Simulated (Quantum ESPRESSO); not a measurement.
# A series of single points on SnO2

System: SnO2 (12 atoms in the cell).
Method: Kohn-Sham DFT of a periodic cell, LDA, GBRV 1.5 LDA, no spin polarisation (Quantum ESPRESSO 7.5).

The 7 runs differ only in the geometry, by an even scaling of the cell at fixed fractional positions. The structure derives from a Materials Project entry.

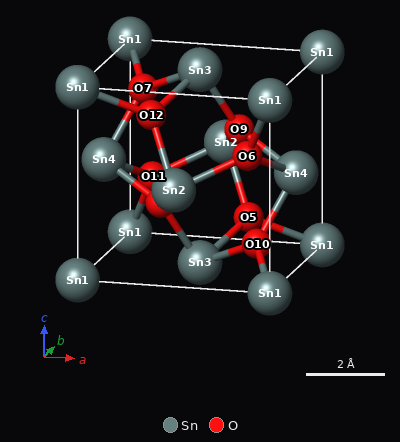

Figure 1. The structure of run 4 (ball-and-stick view of the cell of the calculation, seen slightly off an axis; atoms are numbered from 1 in the order of the input). An atom can appear more than once, as a periodic image.

### Input of run 4
```
&CONTROL
  calculation = 'scf'
  prefix = 'pwscf'
  outdir = './tmp'
  pseudo_dir = './pseudo'
  tstress = .true.
  disk_io = 'nowf'
/
&SYSTEM
  ibrav = 0
  nat = 12
  ntyp = 2
  ecutwfc = 68
  ecutrho = 544
  nbnd = 67
  occupations = 'smearing'
  smearing = 'fd'
  degauss = 0.00367493
/
&ELECTRONS
  conv_thr = 2.4d-09
  electron_maxstep = 120
  mixing_beta = 0.5
/
ATOMIC_SPECIES
Sn   118.7100 sn_lda_v1.4.uspp.F.UPF
O     15.9990 o_lda_v1.2.uspp.F.UPF
CELL_PARAMETERS angstrom
   5.1752560000    0.0000000000    0.0000000000
   0.0000000000    5.1752560000    0.0000000000
   0.0000000000    0.0000000000    5.1752560000
ATOMIC_POSITIONS crystal
Sn     0.0000000000    0.0000000000    0.0000000000
Sn     0.5000000000    0.0000000000    0.5000000000
Sn     0.5000000000    0.5000000000    0.0000000000
Sn     0.0000000000    0.5000000000    0.5000000000
O      0.6610980000    0.8389020000    0.1610980000
O      0.8389020000    0.1610980000    0.6610980000
O      0.1610980000    0.6610980000    0.8389020000
O      0.3389020000    0.3389020000    0.3389020000
O      0.6610980000    0.6610980000    0.6610980000
O      0.8389020000    0.3389020000    0.1610980000
O      0.1610980000    0.8389020000    0.3389020000
O      0.3389020000    0.1610980000    0.8389020000
K_POINTS automatic
5 5 5 0 0 0
```

Command:
```bash
OMP_NUM_THREADS=1 mpirun -n 2 pw.x -nk 2 -in pw.in > pw.out
```

Run 6 differs from it as follows:
```diff
-   5.1752560000    0.0000000000    0.0000000000
-   0.0000000000    5.1752560000    0.0000000000
-   0.0000000000    0.0000000000    5.1752560000
+   5.2433592836    0.0000000000    0.0000000000
+   0.0000000000    5.2433592836    0.0000000000
+   0.0000000000    0.0000000000    5.2433592836
```

### Results, with one run withheld

| run | volume per atom (Å³) | free energy per atom, from the lowest run given (meV) | pressure (GPa) | gap on the mesh (eV) |
| --- | --- | --- | --- | --- |
| 1 | 10.858 | 0.00 | 0.47 | 1.10 |
| 2 | 11.089 | 2.48 | −4.23 | 0.88 |
| 3 | 11.320 | 11.34 | −8.37 | 0.67 |
| 4 | 11.551 | 25.80 | −12.00 | 0.48 |
| 5 | 11.782 | 45.17 | −15.16 | 0.32 |
| 6 | 12.013 | ? | ? | ? |
| 7 | 12.244 | 96.28 | −20.38 | 0.00 |

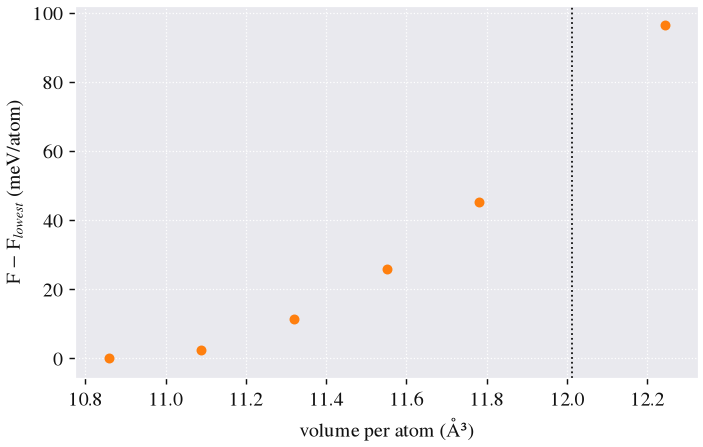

Figure 2. Free energy per atom of the runs given; the dotted line marks run 6.

Fit the runs given and predict run 6.

A cubic polynomial in V^(−2/3) (the Birch–Murnaghan form), fitted to the 6 runs given, misses them by under 0.01 meV per atom. With x = V^(−2/3) − 0.19674 Å⁻², it reads F = 19.441 − 5683.2 x + 4.0562e+05 x² + 1.2085e+06 x³ (meV per atom). At run 6 it gives 68.84 meV per atom, and the run itself gives 68.86. The slope of the fit gives a pressure −dF/dV of −17.78 GPa there, and the run prints −17.94 GPa. The two needn't agree exactly: the fit is approximate, and the printed stress is taken on a finite basis. The fit has its minimum at 10.890 Å³ per atom, where V d²F/dV² gives 233 GPa. Cell shape and fractional positions are held, so this is the stiffness under even scaling; the relaxed bulk modulus wasn't computed. The gap on the mesh lies between 0.00 eV (run 6) and 1.10 eV (run 1); run 6 has 0.00 eV. These are gaps of this functional on this mesh, which can miss the band edges; they aren't the measured gap.

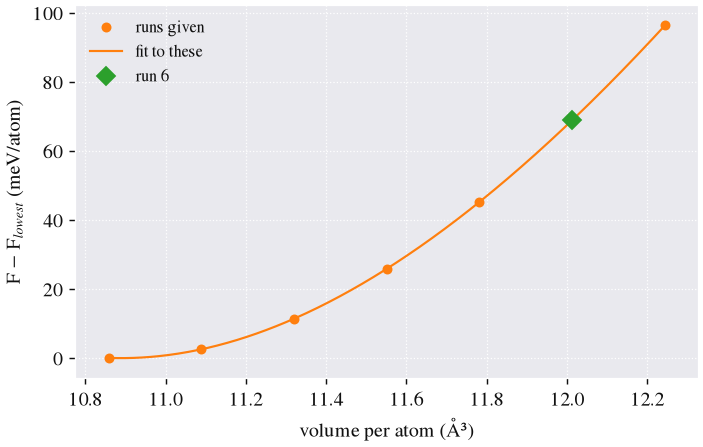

Figure 3. The fit and the withheld run.

### Some lines of the output (run 6)
```
[...]
     total energy              =    -894.01310721 Ry
     total energy              =    -894.13839066 Ry
     total energy              =    -894.14074407 Ry
     total energy              =    -894.14143444 Ry
     total energy              =    -894.14148890 Ry
     total energy              =    -894.14149515 Ry
     total energy              =    -894.14149541 Ry
     total energy              =    -894.14149542 Ry
     total energy              =    -894.14149544 Ry
     the Fermi energy is     9.3074 ev
!    total energy              =    -894.14149544 Ry
     The total energy is F=E-TS. E is the sum of the following terms:
     Computing stress (Cartesian axis) and pressure
          total   stress  (Ry/bohr**3)                   (kbar)     P=     -179.42
```
